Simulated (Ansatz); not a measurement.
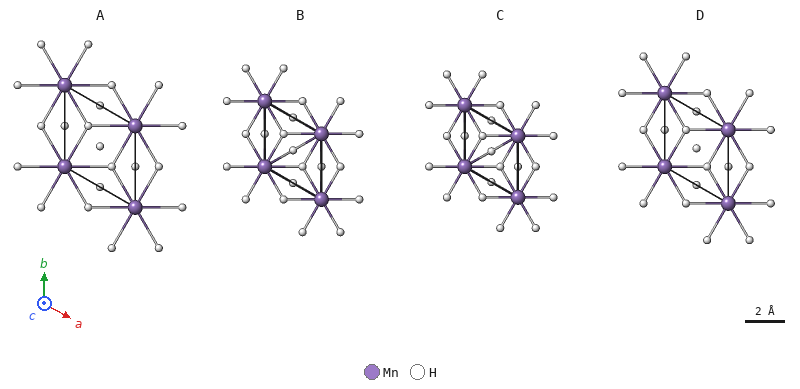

4 geometries from one relaxation of crystalline MnH₅ (a generated structure, set up in P6/mmm) (coarse preliminary run), in shuffled order. A ball-and-stick model of the cell of the calculation, seen along the c axis.

Method: Ansatz 0.2.0, DFT PBE, scalar-relativistic, plane waves, PAW. Set-up: plane-wave cutoff 420 eV; k-point mesh 6 × 6 × 6; occupations gaussian; smearing width 0.1 eV; collinear spin; cell and atoms relaxed; force threshold 0.04 eV/Å; at most 70 steps.

**Put them in the order of the run, from the start to the converged end.**

A, D, B, C. They are steps 0, 2, 4, 8, at +3.417 eV per cell of the calculation, +1.529 eV per cell of the calculation, +0.184 eV per cell of the calculation relative to the last. After 7 accepted moves (8 points after the start) the energy has fallen by 3.417 eV per cell of the calculation. All forces vanish by symmetry, so only the cell relaxes. The pressure goes from −21.23 to −0.27 GPa. The SCF was repeated once at an unchanged geometry on a basis and grid sized afresh for the cell, which shifted the energy by 13.1 meV per cell of the calculation at most. No atom moves by more than 0.005 Å relative to the cell. The volume changes by −54.2 %, with a = b 4.197 → 3.167 Å (−24.5 %), c 3.436 → 2.764 Å (−19.5 %). Some distances before and after: Mn–Mn 3.436 → 2.764 Å, H–Mn 2.712 → 2.102 Å, H–Mn 2.423 → 1.829 Å. New bonds form, among them: H–Mn (2.71 → 2.10 Å). The space group stays P6/mmm (No. 191). Cost: 59 s on 1 thread of Intel(R) Xeon(R) Processor @ 2.50GHz (Skylake/Cascade Lake), on a shared host, peak memory 0.37 GiB.
